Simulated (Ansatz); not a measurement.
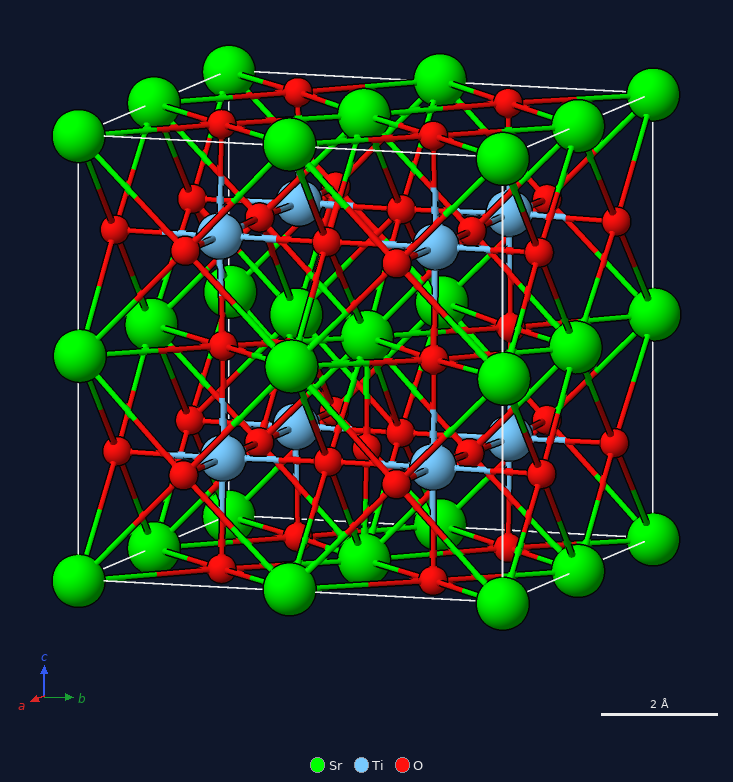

Fig. 1: The input geometry (ball-and-stick view of the cell of the calculation, seen slightly off an axis).

# Geometry relaxation, with input and output: Sr$_{9}$Ti$_{8}$O$_{24}$ (part 1 of 2)

- system: Sr$_{9}$Ti$_{8}$O$_{24}$ (defect cell, 41 atoms in the cell)
- method: DFT, PBEsol, PAW, plane waves (Ansatz 0.2.0)

### The program's output
```
Pseudopotentials: kind: paw
Functional definition: PBEsol
  exchange = pbesol_x
  correlation = pbesol_c
Crystal: 41 atoms, lattice volume = 471.423 Å³
Basis set: ecut = 420 eV, 9171 PW (Γ), exchange–correlation on 108×108×108 points (8 copies of the dense FFT grid, shifted against one another)
Bands: 206, of which v1, the nominal top of the filled ones, is band 165 counted from 1 (164 counted from 0)
Symmetry: 1 space group operations
k-points: 1
Non-local potential: Sr, projectors of the file, l = 0: 3, l = 1: 2, l = 2: 2
Non-local potential: Ti, projectors of the file, l = 0: 3, l = 1: 2, l = 2: 3, l = 3: 1
Non-local potential: O, projectors of the file, l = 0: 2, l = 1: 2, l = 2: 1
PAW form: soft (Blöchl's): semilocal exchange-correlation on the pseudo side does not see the compensation charge
PAW frozen core: Sr, regenerated for the run's functional, and the local potential with it (the file was generated under x = pbe(κ = 0.804, μ = 0.2195149727645171), c = pbe(β = 0.06672455060314922))
PAW frozen core: Ti, regenerated for the run's functional, and the local potential with it (the file was generated under x = pbe(κ = 0.804, μ = 0.2195149727645171), c = pbe(β = 0.06672455060314922))
PAW frozen core: O, regenerated for the run's functional, and the local potential with it (the file was generated under x = pbe(κ = 0.804, μ = 0.2195149727645171), c = pbe(β = 0.06672455060314922))
PAW one-centre angular grid: Sr, 110 points (default); XC on 64 Gauss nodes
PAW one-centre angular grid: Ti, 590 points (default); XC on 64 Gauss nodes
PAW one-centre angular grid: O, 110 points (default); XC on 64 Gauss nodes
Initial density: superposition of atomic densities (neutral atoms: chi_scale 0, normalization atom), corrected by the library's trained network
Initial wavefunctions: pseudopotential atomic-orbital guess
Functional: x = pbesol(κ = 0.804, μ = 0.12345679012345678), c = pbesol(β = 0.046)
SCF iter   1: F=—  HF=-64725.843282 eV  |F-HF|=—  |Δ(HF+E_count)|=         —  Δρ=3.34e-2  dr2=5.97e0  ethr=1.77e-3  ⟨swp⟩=8.0  Hψ=1066  notcnv=0  defer=9
preconditioner: auto → Resta (q_TF=auto, 2.571 Å⁻¹)  ε∞=5.8  [insulator: Δε(μ)=0.303 eV  Ē_g=12.345 eV  σ=0.010 eV  W_gap=1.00  n_scr=146 (ndim 8)  ℏωp=26.9 eV  f_vac=0.000  D(μ)=0.00/eV (n_scr^D=0)  ε∞_Penn≈5.8]
SCF iter   2: F=—  HF=-64724.938108 eV  |F-HF|=—  |Δ(HF+E_count)|=   9.05e-1  Δρ=1.38e-2  dr2=9.83e-1  ethr=1.77e-3  ⟨swp⟩=3.0  Hψ=251  notcnv=0  defer=33
SCF iter   3: F=—  HF=-64724.879929 eV  |F-HF|=—  |Δ(HF+E_count)|=   5.82e-2  Δρ=3.45e-2  dr2=1.58e0  ethr=2.98e-4  ⟨swp⟩=3.0  Hψ=256  notcnv=0  defer=33
SCF iter   4: F=—  HF=-64724.805939 eV  |F-HF|=—  |Δ(HF+E_count)|=   7.40e-2  Δρ=7.45e-3  dr2=1.31e-1  ethr=2.98e-4  ⟨swp⟩=1.0  Hψ=237  notcnv=0  defer=33
SCF iter   5: F=—  HF=-64724.792321 eV  |F-HF|=—  |Δ(HF+E_count)|=   1.36e-2  Δρ=6.02e-3  dr2=7.04e-2  ethr=3.98e-5  ⟨swp⟩=2.0  Hψ=178  notcnv=0  defer=36
SCF iter   6: F=—  HF=-64724.790003 eV  |F-HF|=—  |Δ(HF+E_count)|=   2.32e-3  Δρ=6.03e-3  dr2=8.30e-2  ethr=2.13e-5  ⟨swp⟩=2.0  Hψ=174  notcnv=0  defer=36
SCF iter   7: F=—  HF=-64724.787845 eV  |F-HF|=—  |Δ(HF+E_count)|=   2.16e-3  Δρ=2.51e-3  dr2=1.33e-2  ethr=2.13e-5  ⟨swp⟩=1.0  Hψ=170  notcnv=0  defer=36
SCF iter   8: F=—  HF=-64724.785802 eV  |F-HF|=—  |Δ(HF+E_count)|=   2.04e-3  Δρ=4.87e-4  dr2=1.48e-3  ethr=4.02e-6  ⟨swp⟩=1.0  Hψ=206  notcnv=0  defer=36
SCF iter   9: F=—  HF=-64724.785727 eV  |F-HF|=—  |Δ(HF+E_count)|=   7.52e-5  Δρ=4.03e-4  dr2=3.20e-4  ethr=4.47e-7  ⟨swp⟩=2.0  Hψ=173  notcnv=0  defer=36
SCF iter  10: F=—  HF=-64724.785709 eV  |F-HF|=—  |Δ(HF+E_count)|=   1.80e-5  Δρ=1.24e-4  dr2=5.16e-5  ethr=9.69e-8  ⟨swp⟩=2.0  Hψ=171  notcnv=0  defer=36
SCF iter  11: F=—  HF=-64724.785707 eV  |F-HF|=—  |Δ(HF+E_count)|=   1.78e-6  Δρ=8.43e-5  dr2=2.26e-5  ethr=6.82e-9  ⟨swp⟩=15.0  Hψ=1148  notcnv=0
SCF iter  12: F=-64724.785704 eV  HF=-64724.785706 eV  |F-HF|=2.66e-6  |Δ(HF+E_count)|=   4.34e-7  Δρ=2.47e-5  dr2=2.94e-6  ethr=6.82e-9  ⟨swp⟩=2.0  Hψ=374  notcnv=0
SCF 1 converged in 12 iterations: F = -64724.785704 eV  dr2 = 2.94e-6
  greatest PAW one-centre occupation: 0.999 electrons in one spin orbital (limit 2), on the Ti atom at site 16 (counted from 0), in its partial waves of l = 0
relax step   1: F+E_penalty+E_count = -64724.78570371 eV  Δ(F+E_penalty+E_count) = +0.000e0 eV  max|allowed force component| = 1.119e1 eV/Å  Δτ_max = 0.0000 Å  (12 SCF iters, dr2 threshold 2.25e-5 eV, accepted)
Initial density: handed on by an earlier stage of this run
Initial wavefunctions: those handed on with the density
SCF iter   1: F=—  HF=-64734.006108 eV  |F-HF|=—  |Δ(HF+E_count)|=         —  Δρ=8.85e-2  dr2=1.09e2  ethr=3.10e-3  ⟨swp⟩=5.0  Hψ=602  notcnv=0  defer=23
preconditioner: auto → Resta (q_TF=auto, 2.571 Å⁻¹)  ε∞=5.6  [insulator: Δε(μ)=0.056 eV  Ē_g=12.585 eV  σ=0.010 eV  W_gap=0.88  n_scr=146 (ndim 8)  ℏωp=26.9 eV  f_vac=0.000  D(μ)=21.69/eV (n_scr^D=178)  ε∞_Penn≈5.6]
SCF iter   2: F=—  HF=-64730.926783 eV  |F-HF|=—  |Δ(HF+E_count)|=    3.08e0  Δρ=3.52e-2  dr2=7.70e0  ethr=3.10e-3  ⟨swp⟩=3.0  Hψ=251  notcnv=0  defer=35
SCF iter   3: F=—  HF=-64730.378344 eV  |F-HF|=—  |Δ(HF+E_count)|=   5.48e-1  Δρ=2.90e-2  dr2=2.60e0  ethr=2.33e-3  ⟨swp⟩=3.0  Hψ=181  notcnv=0  defer=35
SCF iter   4: F=—  HF=-64730.425921 eV  |F-HF|=—  |Δ(HF+E_count)|=   4.76e-2  Δρ=3.63e-2  dr2=3.11e0  ethr=7.88e-4  ⟨swp⟩=3.0  Hψ=368  notcnv=0  defer=35
SCF iter   5: F=—  HF=-64730.198411 eV  |F-HF|=—  |Δ(HF+E_count)|=   2.28e-1  Δρ=1.72e-2  dr2=1.08e0  ethr=7.88e-4  ⟨swp⟩=2.0  Hψ=180  notcnv=0  defer=35
SCF iter   6: F=—  HF=-64730.142136 eV  |F-HF|=—  |Δ(HF+E_count)|=   5.63e-2  Δρ=1.02e-2  dr2=1.80e-1  ethr=3.27e-4  ⟨swp⟩=1.0  Hψ=171  notcnv=0  defer=35
relax step   2: F+E_penalty+E_count = -64730.11712387 eV  Δ(F+E_penalty+E_count) = -5.331e0 eV  max|allowed force component| = 4.211e0 eV/Å  Δτ_max = 0.1946 Å  (16 SCF iters, dr2 threshold 1.00e-4 eV, accepted)
preconditioner: auto → Resta (q_TF=auto, 2.571 Å⁻¹)  ε∞=5.5  [insulator: Δε(μ)=0.066 eV  Ē_g=12.634 eV  σ=0.010 eV  W_gap=0.93  n_scr=146 (ndim 8)  ℏωp=26.9 eV  f_vac=0.000  D(μ)=13.67/eV (n_scr^D=92)  ε∞_Penn≈5.5]
relax step   3: F+E_penalty+E_count = -64732.70106611 eV  Δ(F+E_penalty+E_count) = -2.584e0 eV  max|allowed force component| = 2.305e0 eV/Å  Δτ_max = 0.1956 Å  (11 SCF iters, dr2 threshold 1.00e-4 eV, accepted)
preconditioner: auto → Resta (q_TF=auto, 2.571 Å⁻¹)  ε∞=5.6  [insulator: Δε(μ)=0.072 eV  Ē_g=12.503 eV  σ=0.010 eV  W_gap=0.95  n_scr=146 (ndim 8)  ℏωp=26.9 eV  f_vac=0.000  D(μ)=10.54/eV (n_scr^D=80)  ε∞_Penn≈5.6]
relax step   4: F+E_penalty+E_count = -64734.23289360 eV  Δ(F+E_penalty+E_count) = -1.532e0 eV  max|allowed force component| = 2.118e0 eV/Å  Δτ_max = 0.1948 Å  (10 SCF iters, dr2 threshold 1.00e-4 eV, accepted)
preconditioner: auto → Resta (q_TF=auto, 2.571 Å⁻¹)  ε∞=5.7  [insulator: Δε(μ)=0.078 eV  Ē_g=12.384 eV  σ=0.010 eV  W_gap=0.96  n_scr=146 (ndim 8)  ℏωp=26.9 eV  f_vac=0.001  D(μ)=8.06/eV (n_scr^D=32)  ε∞_Penn≈5.7]
relax step   5: F+E_penalty+E_count = -64735.31750767 eV  Δ(F+E_penalty+E_count) = -1.085e0 eV  max|allowed force component| = 1.154e0 eV/Å  Δτ_max = 0.1916 Å  (9 SCF iters, dr2 threshold 1.00e-4 eV, accepted)
preconditioner: auto → Resta (q_TF=auto, 2.571 Å⁻¹)  ε∞=5.8  [insulator: Δε(μ)=0.197 eV  Ē_g=12.305 eV  σ=0.010 eV  W_gap=1.00  n_scr=146 (ndim 8)  ℏωp=26.9 eV  f_vac=0.001  D(μ)=0.02/eV (n_scr^D=0)  ε∞_Penn≈5.8]
relax step   6: F+E_penalty+E_count = -64736.41329149 eV  Δ(F+E_penalty+E_count) = -1.096e0 eV  max|allowed force component| = 1.233e0 eV/Å  Δτ_max = 0.2000 Å  (7 SCF iters, dr2 threshold 1.00e-4 eV, accepted)
preconditioner: auto → Resta (q_TF=auto, 2.571 Å⁻¹)  ε∞=5.8  [insulator: Δε(μ)=0.100 eV  Ē_g=12.321 eV  σ=0.010 eV  W_gap=0.99  n_scr=146 (ndim 8)  ℏωp=26.9 eV  f_vac=0.002  D(μ)=2.62/eV (n_scr^D=6)  ε∞_Penn≈5.8]
relax step   7: F+E_penalty+E_count = -64737.32324507 eV  Δ(F+E_penalty+E_count) = -9.100e-1 eV  max|allowed force component| = 1.071e0 eV/Å  Δτ_max = 0.1927 Å  (8 SCF iters, dr2 threshold 1.00e-4 eV, accepted)
preconditioner: auto → Resta (q_TF=auto, 2.571 Å⁻¹)  ε∞=5.7  [insulator: Δε(μ)=0.026 eV  Ē_g=12.383 eV  σ=0.010 eV  W_gap=0.57  n_scr=146 (ndim 8)  ℏωp=26.9 eV  f_vac=0.002  D(μ)=66.99/eV (n_scr^D=1020)  ε∞_Penn≈5.7]
relax step   8: F+E_penalty+E_count = -64737.96633644 eV  Δ(F+E_penalty+E_count) = -6.431e-1 eV  max|allowed force component| = 8.467e-1 eV/Å  Δτ_max = 0.1941 Å  (7 SCF iters, dr2 threshold 1.00e-4 eV, accepted)
preconditioner: auto → Kerker (q_TF=auto, 2.571 Å⁻¹)  [metal: Δε(μ)=0.019 eV  Ē_g=12.420 eV  σ=0.010 eV  W_gap=0.45  n_scr=146 (ndim 8)  ℏωp=26.9 eV  f_vac=0.001  D(μ)=80.17/eV (n_scr^D=1356)]
preconditioner: auto → Resta (q_TF=auto, 2.571 Å⁻¹)  ε∞=5.7  [insulator: Δε(μ)=0.112 eV  Ē_g=12.425 eV  σ=0.010 eV  W_gap=0.99  n_scr=146 (ndim 8)  ℏωp=26.9 eV  f_vac=0.001  D(μ)=1.47/eV (n_scr^D=0)  ε∞_Penn≈5.7]
relax step   9: F+E_penalty+E_count = -64738.49716030 eV  Δ(F+E_penalty+E_count) = -5.308e-1 eV  max|allowed force component| = 4.753e-1 eV/Å  Δτ_max = 0.2000 Å  (7 SCF iters, dr2 threshold 1.00e-4 eV, accepted)
preconditioner: auto → Resta (q_TF=auto, 2.571 Å⁻¹)  ε∞=5.7  [insulator: Δε(μ)=0.045 eV  Ē_g=12.418 eV  σ=0.010 eV  W_gap=0.81  n_scr=146 (ndim 8)  ℏωp=26.9 eV  f_vac=0.001  D(μ)=34.04/eV (n_scr^D=388)  ε∞_Penn≈5.7]
relax step  10: F+E_penalty+E_count = -64738.91202749 eV  Δ(F+E_penalty+E_count) = -4.149e-1 eV  max|allowed force component| = 8.644e-1 eV/Å  Δτ_max = 0.1951 Å  (8 SCF iters, dr2 threshold 7.12e-5 eV, accepted)
preconditioner: auto → Resta (q_TF=auto, 2.571 Å⁻¹)  ε∞=5.7  [insulator: Δε(μ)=0.069 eV  Ē_g=12.407 eV  σ=0.010 eV  W_gap=0.94  n_scr=146 (ndim 8)  ℏωp=26.9 eV  f_vac=0.001  D(μ)=11.78/eV (n_scr^D=80)  ε∞_Penn≈5.7]
relax step  11: F+E_penalty+E_count = -64739.43125316 eV  Δ(F+E_penalty+E_count) = -5.192e-1 eV  max|allowed force component| = 1.272e0 eV/Å  Δτ_max = 0.1948 Å  (9 SCF iters, dr2 threshold 1.00e-4 eV, accepted)
preconditioner: auto → Resta (q_TF=auto, 2.571 Å⁻¹)  ε∞=5.7  [insulator: Δε(μ)=0.079 eV  Ē_g=12.395 eV  σ=0.010 eV  W_gap=0.96  n_scr=146 (ndim 8)  ℏωp=26.9 eV  f_vac=0.002  D(μ)=7.58/eV (n_scr^D=32)  ε∞_Penn≈5.7]
relax step  12: F+E_penalty+E_count = -64739.89348913 eV  Δ(F+E_penalty+E_count) = -4.622e-1 eV  max|allowed force component| = 5.982e-1 eV/Å  Δτ_max = 0.1948 Å  (7 SCF iters, dr2 threshold 1.00e-4 eV, accepted)
preconditioner: auto → Resta (q_TF=auto, 2.571 Å⁻¹)  ε∞=5.7  [insulator: Δε(μ)=0.081 eV  Ē_g=12.399 eV  σ=0.010 eV  W_gap=0.97  n_scr=146 (ndim 8)  ℏωp=26.9 eV  f_vac=0.002  D(μ)=6.67/eV (n_scr^D=26)  ε∞_Penn≈5.7]
relax step  13: F+E_penalty+E_count = -64740.22943510 eV  Δ(F+E_penalty+E_count) = -3.359e-1 eV  max|allowed force component| = 1.407e0 eV/Å  Δτ_max = 0.1926 Å  (8 SCF iters, dr2 threshold 7.91e-5 eV, accepted)
preconditioner: auto → Resta (q_TF=auto, 2.571 Å⁻¹)  ε∞=5.7  [insulator: Δε(μ)=0.074 eV  Ē_g=12.422 eV  σ=0.010 eV  W_gap=0.95  n_scr=146 (ndim 8)  ℏωp=26.9 eV  f_vac=0.003  D(μ)=9.37/eV (n_scr^D=56)  ε∞_Penn≈5.7]
relax step  14: F+E_penalty+E_count = -64740.51117337 eV  Δ(F+E_penalty+E_count) = -2.817e-1 eV  max|allowed force component| = 1.075e0 eV/Å  Δτ_max = 0.2000 Å  (6 SCF iters, dr2 threshold 1.00e-4 eV, accepted)
preconditioner: auto → Resta (q_TF=auto, 2.571 Å⁻¹)  ε∞=5.7  [insulator: Δε(μ)=0.108 eV  Ē_g=12.444 eV  σ=0.010 eV  W_gap=0.99  n_scr=146 (ndim 8)  ℏωp=26.9 eV  f_vac=0.003  D(μ)=1.79/eV (n_scr^D=6)  ε∞_Penn≈5.7]
relax step  15: F+E_penalty+E_count = -64740.73026018 eV  Δ(F+E_penalty+E_count) = -2.191e-1 eV  max|allowed force component| = 6.330e-1 eV/Å  Δτ_max = 0.1952 Å  (7 SCF iters, dr2 threshold 1.00e-4 eV, accepted)
preconditioner: auto → Resta (q_TF=auto, 2.571 Å⁻¹)  ε∞=5.7  [insulator: Δε(μ)=0.101 eV  Ē_g=12.464 eV  σ=0.010 eV  W_gap=0.99  n_scr=146 (ndim 8)  ℏωp=26.9 eV  f_vac=0.004  D(μ)=2.49/eV (n_scr^D=6)  ε∞_Penn≈5.7]
relax step  16: F+E_penalty+E_count = -64740.87958066 eV  Δ(F+E_penalty+E_count) = -1.493e-1 eV  max|allowed force component| = 3.202e-1 eV/Å  Δτ_max = 0.2000 Å  (6 SCF iters, dr2 threshold 1.00e-4 eV, accepted)
preconditioner: auto → Resta (q_TF=auto, 2.571 Å⁻¹)  ε∞=5.7  [insulator: Δε(μ)=0.097 eV  Ē_g=12.468 eV  σ=0.010 eV  W_gap=0.98  n_scr=146 (ndim 8)  ℏωp=26.9 eV  f_vac=0.003  D(μ)=3.10/eV (n_scr^D=6)  ε∞_Penn≈5.7]
relax step  17: F+E_penalty+E_count = -64741.05422260 eV  Δ(F+E_penalty+E_count) = -1.746e-1 eV  max|allowed force component| = 4.171e-1 eV/Å  Δτ_max = 0.1966 Å  (7 SCF iters, dr2 threshold 2.62e-5 eV, accepted)
preconditioner: auto → Resta (q_TF=auto, 2.571 Å⁻¹)  ε∞=5.7  [insulator: Δε(μ)=0.113 eV  Ē_g=12.471 eV  σ=0.010 eV  W_gap=0.99  n_scr=146 (ndim 8)  ℏωp=26.9 eV  f_vac=0.003  D(μ)=1.38/eV (n_scr^D=0)  ε∞_Penn≈5.7]
relax step  18: F+E_penalty+E_count = -64741.27679983 eV  Δ(F+E_penalty+E_count) = -2.226e-1 eV  max|allowed force component| = 5.445e-1 eV/Å  Δτ_max = 0.1979 Å  (7 SCF iters, dr2 threshold 4.45e-5 eV, accepted)
preconditioner: auto → Resta (q_TF=auto, 2.571 Å⁻¹)  ε∞=5.7  [insulator: Δε(μ)=0.087 eV  Ē_g=12.462 eV  σ=0.010 eV  W_gap=0.97  n_scr=146 (ndim 8)  ℏωp=26.9 eV  f_vac=0.003  D(μ)=5.13/eV (n_scr^D=26)  ε∞_Penn≈5.7]
relax step  19: F+E_penalty+E_count = -64741.53455077 eV  Δ(F+E_penalty+E_count) = -2.578e-1 eV  max|allowed force component| = 6.475e-1 eV/Å  Δτ_max = 0.1953 Å  (7 SCF iters, dr2 threshold 1.00e-4 eV, accepted)
preconditioner: auto → Resta (q_TF=auto, 2.571 Å⁻¹)  ε∞=5.7  [insulator: Δε(μ)=0.078 eV  Ē_g=12.461 eV  σ=0.010 eV  W_gap=0.96  n_scr=146 (ndim 8)  ℏωp=26.9 eV  f_vac=0.002  D(μ)=7.91/eV (n_scr^D=32)  ε∞_Penn≈5.7]
relax step  20: F+E_penalty+E_count = -64741.83227061 eV  Δ(F+E_penalty+E_count) = -2.977e-1 eV  max|allowed force component| = 6.603e-1 eV/Å  Δτ_max = 0.1975 Å  (8 SCF iters, dr2 threshold 1.00e-4 eV, accepted)
preconditioner: auto → Resta (q_TF=auto, 2.571 Å⁻¹)  ε∞=5.7  [insulator: Δε(μ)=0.102 eV  Ē_g=12.473 eV  σ=0.010 eV  W_gap=0.99  n_scr=146 (ndim 8)  ℏωp=26.9 eV  f_vac=0.001  D(μ)=2.50/eV (n_scr^D=6)  ε∞_Penn≈5.7]
relax step  21: F+E_penalty+E_count = -64742.28561247 eV  Δ(F+E_penalty+E_count) = -4.533e-1 eV  max|allowed force component| = 8.407e-1 eV/Å  Δτ_max = 0.2000 Å  (7 SCF iters, dr2 threshold 1.00e-4 eV, accepted)
preconditioner: auto → Resta (q_TF=auto, 2.571 Å⁻¹)  ε∞=5.7  [insulator: Δε(μ)=0.080 eV  Ē_g=12.478 eV  σ=0.010 eV  W_gap=0.96  n_scr=146 (ndim 8)  ℏωp=26.9 eV  f_vac=0.000  D(μ)=7.09/eV (n_scr^D=32)  ε∞_Penn≈5.7]
relax step  22: F+E_penalty+E_count = -64742.74118079 eV  Δ(F+E_penalty+E_count) = -4.556e-1 eV  max|allowed force component| = 1.010e0 eV/Å  Δτ_max = 0.1950 Å  (7 SCF iters, dr2 threshold 1.00e-4 eV, accepted)
preconditioner: auto → Resta (q_TF=auto, 2.571 Å⁻¹)  ε∞=5.6  [insulator: Δε(μ)=0.073 eV  Ē_g=12.502 eV  σ=0.010 eV  W_gap=0.95  n_scr=146 (ndim 8)  ℏωp=26.9 eV  f_vac=0.000  D(μ)=10.39/eV (n_scr^D=80)  ε∞_Penn≈5.6]
relax step  23: F+E_penalty+E_count = -64743.24202517 eV  Δ(F+E_penalty+E_count) = -5.008e-1 eV  max|allowed force component| = 9.969e-1 eV/Å  Δτ_max = 0.1924 Å  (8 SCF iters, dr2 threshold 1.00e-4 eV, accepted)
preconditioner: auto → Resta (q_TF=auto, 2.571 Å⁻¹)  ε∞=5.6  [insulator: Δε(μ)=0.078 eV  Ē_g=12.516 eV  σ=0.010 eV  W_gap=0.96  n_scr=146 (ndim 8)  ℏωp=26.9 eV  f_vac=0.000  D(μ)=7.93/eV (n_scr^D=32)  ε∞_Penn≈5.6]
relax step  24: F+E_penalty+E_count = -64743.75257781 eV  Δ(F+E_penalty+E_count) = -5.106e-1 eV  max|allowed force component| = 9.361e-1 eV/Å  Δτ_max = 0.1901 Å  (8 SCF iters, dr2 threshold 1.00e-4 eV, accepted)
preconditioner: auto → Resta (q_TF=auto, 2.571 Å⁻¹)  ε∞=5.6  [insulator: Δε(μ)=0.127 eV  Ē_g=12.518 eV  σ=0.010 eV  W_gap=1.00  n_scr=146 (ndim 8)  ℏωp=26.9 eV  f_vac=0.000  D(μ)=0.70/eV (n_scr^D=0)  ε∞_Penn≈5.6]
relax step  25: F+E_penalty+E_count = -64744.30110399 eV  Δ(F+E_penalty+E_count) = -5.485e-1 eV  max|allowed force component| = 7.295e-1 eV/Å  Δτ_max = 0.2000 Å  (8 SCF iters, dr2 threshold 1.00e-4 eV, accepted)
preconditioner: auto → Resta (q_TF=auto, 2.571 Å⁻¹)  ε∞=5.6  [insulator: Δε(μ)=0.062 eV  Ē_g=12.496 eV  σ=0.010 eV  W_gap=0.91  n_scr=146 (ndim 8)  ℏωp=26.9 eV  f_vac=0.000  D(μ)=16.40/eV (n_scr^D=122)  ε∞_Penn≈5.6]
relax step  26: F+E_penalty+E_count = -64744.69880330 eV  Δ(F+E_penalty+E_count) = -3.977e-1 eV  max|allowed force component| = 2.622e-1 eV/Å  Δτ_max = 0.2000 Å  (7 SCF iters, dr2 threshold 1.00e-4 eV, accepted)
preconditioner: auto → Resta (q_TF=auto, 2.571 Å⁻¹)  ε∞=5.7  [insulator: Δε(μ)=0.056 eV  Ē_g=12.490 eV  σ=0.010 eV  W_gap=0.89  n_scr=146 (ndim 8)  ℏωp=26.9 eV  f_vac=0.000  D(μ)=21.22/eV (n_scr^D=178)  ε∞_Penn≈5.7]
SCF iter   3: F=—  HF=-64744.758701 eV  |F-HF|=—  |Δ(HF+E_count)|=   1.34e-2  Δρ=2.17e-3  dr2=4.22e-2  ethr=3.35e-5  ⟨swp⟩=5.0  Hψ=390  notcnv=0  defer=33
SCF iter   4: F=—  HF=-64744.756852 eV  |F-HF|=—  |Δ(HF+E_count)|=   1.85e-3  Δρ=1.35e-3  dr2=1.73e-2  ethr=1.28e-5  ⟨swp⟩=4.0  Hψ=186  notcnv=0  defer=33
SCF iter   5: F=—  HF=-64744.756746 eV  |F-HF|=—  |Δ(HF+E_count)|=   1.06e-4  Δρ=5.25e-4  dr2=2.84e-3  ethr=5.26e-6  ⟨swp⟩=1.0  Hψ=173  notcnv=0  defer=33
SCF iter   6: F=—  HF=-64744.758022 eV  |F-HF|=—  |Δ(HF+E_count)|=   1.28e-3  Δρ=2.52e-4  dr2=7.34e-4  ethr=8.61e-7  ⟨swp⟩=2.0  Hψ=209  notcnv=0  defer=33
SCF iter   7: F=—  HF=-64744.758012 eV  |F-HF|=—  |Δ(HF+E_count)|=   9.61e-6  Δρ=8.68e-5  dr2=9.55e-5  ethr=2.23e-7  ⟨swp⟩=1.0  Hψ=173  notcnv=0  defer=33
SCF iter   8: F=—  HF=-64744.758011 eV  |F-HF|=—  |Δ(HF+E_count)|=   1.30e-6  Δρ=3.80e-5  dr2=1.84e-5  ethr=2.89e-8  ⟨swp⟩=1.0  Hψ=173  notcnv=0  defer=33
SCF iter   9: F=-64744.758005 eV  HF=-64744.758010 eV  |F-HF|=4.78e-6  |Δ(HF+E_count)|=   4.51e-7  Δρ=1.97e-5  dr2=5.00e-6  ethr=2.69e-9  ⟨swp⟩=14.0  Hψ=841  notcnv=0
SCF 27 converged in 9 iterations: F = -64744.758005 eV  dr2 = 5.00e-6
  greatest PAW one-centre occupation: 0.999 electrons in one spin orbital (limit 2), on the Ti atom at site 11 (counted from 0), in its partial waves of l = 0
relax step  27: F+E_penalty+E_count = -64744.75800536 eV  Δ(F+E_penalty+E_count) = -5.920e-2 eV  max|allowed force component| = 4.577e-2 eV/Å  Δτ_max = 0.1091 Å  (9 SCF iters, dr2 threshold 8.89e-6 eV, accepted)
```
